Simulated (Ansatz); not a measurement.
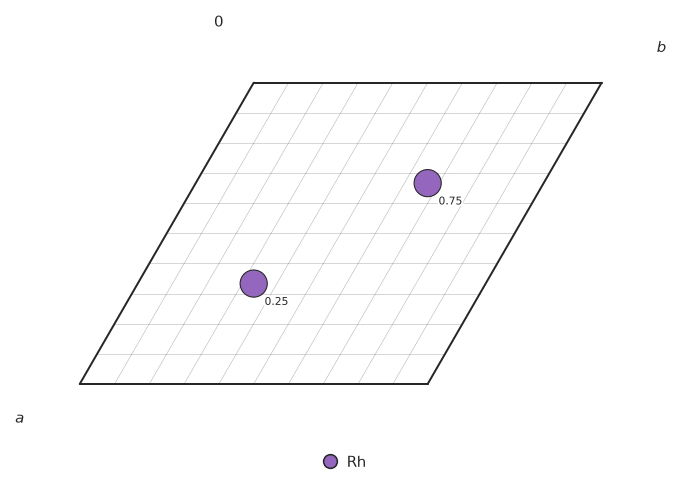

Plan of a unit cell projected along c (a down the page, b across); the numbers are heights as fractions of c, and atoms on the cell's edges are repeated. The grid marks tenths of a and b. Source: the geometry relaxed at fixed volume with DFT HSE06, scalar-relativistic, plane waves, PAW (Ansatz); the starting structure was generated, so it need not be a known form of this composition. Symmetry computed with spglib at a tolerance of 0.002 Å; standard conventional cell.

a = 2.660 Å, b = 2.660 Å, c = 4.411 Å, α = 90.00°, β = 90.00°, γ = 120.00°.

Question: What does the cell contain?

Answer: 2 Rh: Rh, Z = 2.

Question: Which space group?

Answer: No. 194, P6_3/mmc, primitive hexagonal.

Question: Give the fractional coordinates of all atoms, to two places.

Answer:
| atom | x | y | z |
| --- | --- | --- | --- |
| Rh | 0.33 | 0.67 | 0.75 |
| Rh | 0.67 | 0.33 | 0.25 |
